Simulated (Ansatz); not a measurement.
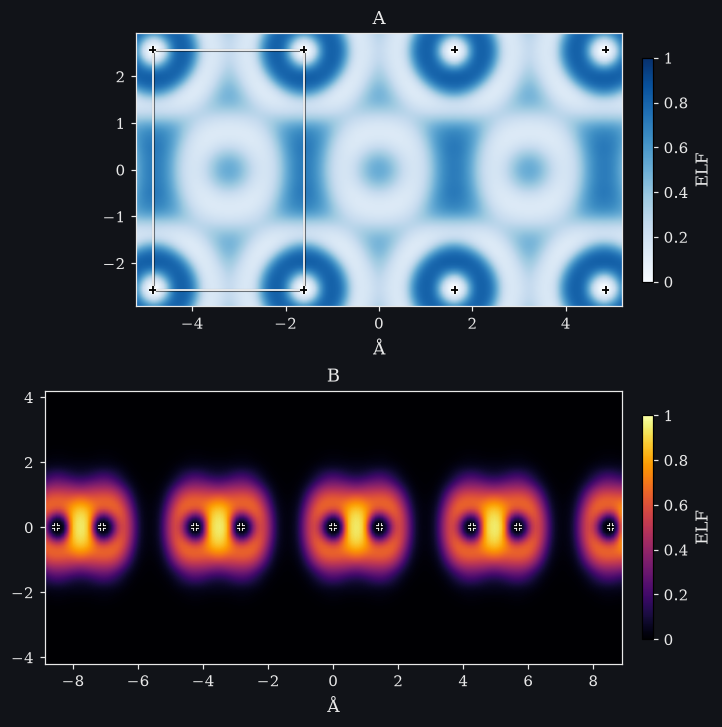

The electron localisation function of 2 systems, each on a plane through atoms (crosses mark nuclei in the plane).

All numbers below come from Ansatz 0.2.0, DFT PBE, scalar-relativistic, plane waves, PAW.

System 1: Zr, the (010) plane of the conventional cell. Space group P6₃/mmc; a generated structure, not necessarily the stable one.

System 2: C, the (11̄0) plane of the calculation cell, a cut from vacuum to vacuum. 

```
C
1.0
     9.84400    0.00000    0.00000
     4.92200    8.52515    0.00000
     0.00000    0.00000   16.00000
C
32
Direct
  0.00000 0.00000 0.50000
  0.00000 0.25000 0.50000
  0.00000 0.50000 0.50000
  0.00000 0.75000 0.50000
  0.25000 0.00000 0.50000
  0.25000 0.25000 0.50000
  0.25000 0.50000 0.50000
  0.25000 0.75000 0.50000
  0.50000 0.00000 0.50000
  0.50000 0.25000 0.50000
  0.50000 0.50000 0.50000
  0.50000 0.75000 0.50000
  0.75000 0.00000 0.50000
  0.75000 0.25000 0.50000
  0.75000 0.50000 0.50000
  0.75000 0.75000 0.50000
  0.08333 0.08333 0.50000
  0.08333 0.33333 0.50000
  0.08333 0.58333 0.50000
  0.08333 0.83333 0.50000
  0.33333 0.08333 0.50000
  0.33333 0.33333 0.50000
  0.33333 0.58333 0.50000
  0.33333 0.83333 0.50000
  0.58333 0.08333 0.50000
  0.58333 0.33333 0.50000
  0.58333 0.58333 0.50000
  0.58333 0.83333 0.50000
  0.83333 0.08333 0.50000
  0.83333 0.33333 0.50000
  0.83333 0.58333 0.50000
  0.83333 0.83333 0.50000
```

### Match each panel to its system.

Panel A is system 1, Zr: the plane holds Zr. Zr–Zr (3.23 Å): the ELF is about 0.25 at the midpoint (no localised pair shows between them). Panel B is system 2, C: the plane holds C. C–C (1.42 Å): the ELF peaks at about 0.95 between the atoms.
